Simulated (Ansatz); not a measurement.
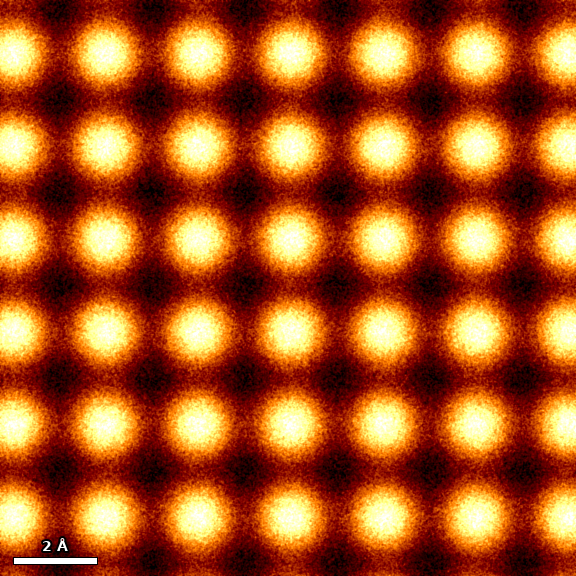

Dark-field STEM-like image of Mn (Pm-3m, No. 221). Simulated incoherent Z contrast: every atom adds Z^1.7 spread by a probe of 1.30 Å full width; channelling and multiple scattering are left out. The probe carries 15 % of its weight in a tail 2.5 times as wide. The display is stretched by a gamma of 0.8; percentages refer to the linear signal. Shot noise was added. Structure used: the input geometry of a calculation; the starting structure was generated, so it need not be a known form of this composition.

```
CELL_PARAMETERS angstrom
2.25296 0.00000 0.00000
0.00000 2.25296 0.00000
0.00000 0.00000 2.25296
ATOMIC_POSITIONS crystal
Mn 0.00000 0.00000 0.00000
```

### Which beam direction gives this image, [221], [001] or [211]? (Directions equivalent by symmetry count as one.)

[001]. The projected cells are 1.06 × 1.68 Å, 108° for [221]; 2.25 × 2.25 Å, 90° for [001]; 1.30 × 1.59 Å, 90° for [211], and the image repeats as the [001] one does.
